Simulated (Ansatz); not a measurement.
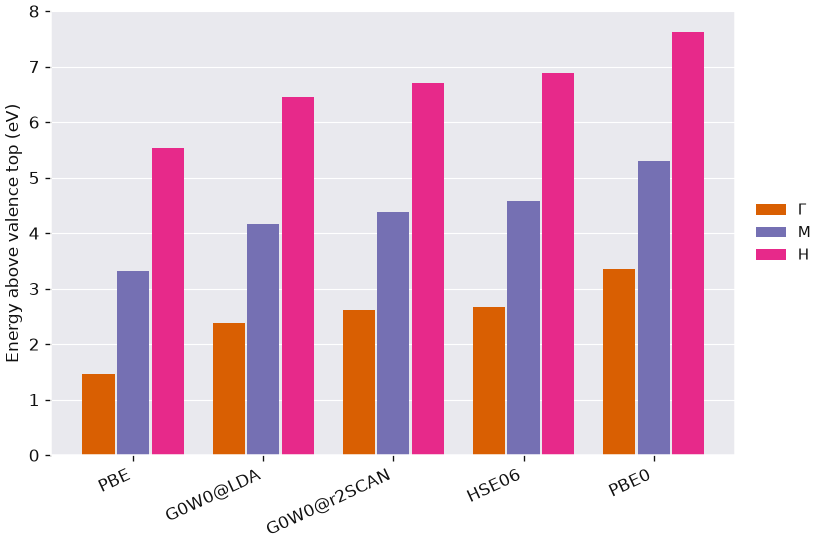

Lowest conduction level at each named k point, counted from the valence-band top at Γ, by several methods on one cell of GaN, space group P6_3/mmc (No. 194), 4 atoms in the cell, relaxed with r2SCAN; a = 3.300 Å, c = 4.756 Å (hexagonal axes). All runs are without spin-orbit coupling and carry no moments. The cell is at 6 GPa in PBE.

**How do the methods rank at Γ?**

From low to high: PBE 1.46, G0W0@LDA 2.39, G0W0@r2SCAN 2.62, HSE06 2.67, PBE0 3.35 eV. Too close to rank are G0W0@r2SCAN against HSE06 (different cutoffs).

**Do the methods agree on which of these conduction levels is lowest?**

Yes: all put it at Γ.

```
     method  program  Γ (eV)  M (eV)  H (eV)
        PBE   Ansatz    1.46    3.32    5.54
   G0W0@LDA   Ansatz    2.39    4.17    6.46
G0W0@r2SCAN   Ansatz    2.62    4.38    6.71
      HSE06   Ansatz    2.67    4.58    6.89
       PBE0   Ansatz    3.35    5.30    7.62
```

Settings. PBE: Ansatz PAW set, 12×12×6 k mesh, 420 eV cutoff, Fermi-Dirac smearing of 0.02 eV (Ansatz 0.2.0). G0W0@LDA: LDA, Ansatz PAW set, 6×6×4 k mesh, 420 eV cutoff, fixed occupations (Ansatz 0.2.0), G0W0 with empty bands 168, screening cutoff 140 eV and frequency treatment contour deformation. G0W0@r2SCAN: r2SCAN, Ansatz PAW set, 6×6×4 k mesh, 500 eV cutoff, fixed occupations (Ansatz), G0W0 with empty bands 168, screening cutoff 140 eV and frequency treatment contour deformation. HSE06: Ansatz PAW set, 6×6×4 k mesh, 420 eV cutoff, fixed occupations (Ansatz 0.2.0). PBE0: Ansatz PAW set, 6×6×4 k mesh, 420 eV cutoff, fixed occupations (Ansatz 0.2.0).

These are five of the 11 methods that were run on this cell. The usual form of GaN is wurtzite. G0W0@LDA, G0W0@r2SCAN, HSE06 and PBE0: the PAW data sets were made with another functional. G0W0@LDA and G0W0@r2SCAN: the filled d shell of Ga makes such GW gaps lie low. G0W0@LDA and G0W0@r2SCAN: the k mesh is thin for GW. LDA, GGA and most meta-GGA functionals understate gaps. HSE06: the k mesh is thin for exact exchange. The GW values are at finite bands, cutoffs and mesh, short of the basis limit.
